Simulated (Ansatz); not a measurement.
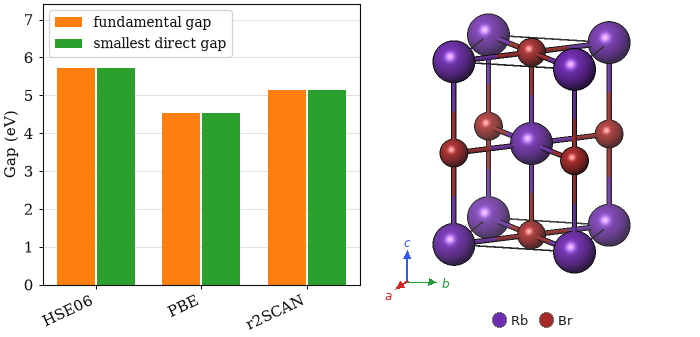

Gaps of RbBr, space group I4/mmm (No. 139), 2 atoms in the cell, biaxial (xy) strain −5.3%, at several levels of theory on one cell (Ansatz, plane waves and PAW; edges over the mesh and the special points).

> How does the gap depend on the level, and does its kind change?

In rising order: PBE 4.53 eV, r2SCAN 5.14 eV and HSE06 5.71 eV. It is direct at every level.
